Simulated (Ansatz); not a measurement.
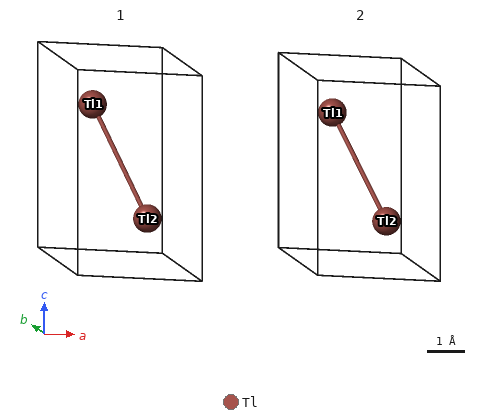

Two geometries of solid Tl (built on the hcp type) (coarse preliminary run), drawn at one scale. One is the start of a relaxation, the other its converged end. The picture is a ball-and-stick view of the cell of the calculation, seen slightly off an axis.

Method: Ansatz 0.2.0, DFT PBE, scalar-relativistic, plane waves, PAW. (plane-wave cutoff 600 eV; k-point mesh 6 × 6 × 4; occupations gaussian; smearing width 0.05 eV; no spin polarisation; cell and atoms relaxed; force threshold 0.03 eV/Å; at most 60 steps)

Question: Which geometry has the lower energy?

Answer: Structure 1 is the relaxed one. Over 2 accepted moves (3 points after the start) the energy falls by 28.9 meV per atom. All forces vanish by symmetry, so only the cell relaxes. Pressure: 2.98 GPa at the start and 0.07 GPa at the end. At 1 point the geometry stayed and the basis and grid were re-selected for the new cell (energy shift of less than 0.05 meV per atom at most each time). No atom moves by more than 0.005 Å relative to the cell. The drawn cell changes as follows: a = b 3.460 → 3.508 Å (+1.4 %), c 5.533 → 5.832 Å (+5.4 %); the volume changes by +8.4 %. Some distances before and after: Tl1–Tl2 3.412 → 3.551 Å, Tl1–Tl1 3.460 → 3.508 Å. The space group stays P6_3/mmc (No. 194). The run took of the order of 4 core-seconds on a shared host.
